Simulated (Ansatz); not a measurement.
Consider AlCu3.

The calculation's input:

```
crystal:
  lattice:
    - [0.0577602198, 2.888010988, 2.888010988]
    - [2.888010988, 0.0577602198, 2.888010988]
    - [2.9457712078, 2.9457712078, 0.0]
  atoms:
    - { symbol: Cu, position: [0.75, 0.75, 0.75] }
    - { symbol: Cu, position: [0.25, 0.25, 0.25] }
    - { symbol: Cu, position: [0.5, 0.5, 0.5] }
    - { symbol: Al, position: [0.0, 0.0, 0.0] }
hamiltonian:
  xc: pbesol
  pseudopotentials: { kind: paw }
kpoints:
  mp_grid: { grid: [7, 7, 7] }
scf:
  occupations: { method: fermi_dirac, width: 0.05 }
output:
  forces: true
  stress: true
  eigenvalues: true
  write_density: true
  write_potential: true
  elf: true
  volumetric_format: npy
```

Launched as:

```sh
ansatz run input.yaml --threads 2 --pin off --max-ram 5632MiB --backend cpu --events-out ev --progress --plain --runs-dir out
```

Below, planes, directions and counts refer to the conventional cell (a = 4.00 Å, b = 4.17 Å, c = 5.78 Å, α = 90.00°, β = 90.00°, γ = 90.00°).

Space group Immm; a structure from a database of computed crystals, not necessarily the ambient phase.

Method: Kohn-Sham DFT of a periodic cell, PBEsol, Ansatz PAW in Ansatz.

Question: Predict the valence pseudo-density and electron localisation function between the atoms.

Answer: Cu–Cu (2.53 Å): ρ is about 0.28 e/Å³ halfway; the ELF is about 0.25 at the midpoint; no localised pair shows between them.
Al–Cu (2.53 Å): the density is about 0.27 e/Å³ at the midpoint; the ELF is about 0.40 at the midpoint.

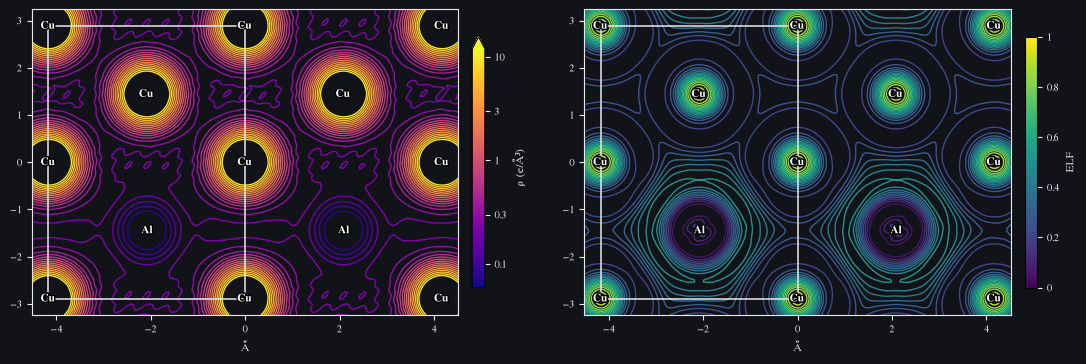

Computed valence pseudo-density and electron localisation function on the (100) plane of the conventional cell, in this order. 

The density is the valence pseudo-density of a PAW calculation; it isn't the true density close to the nuclei.
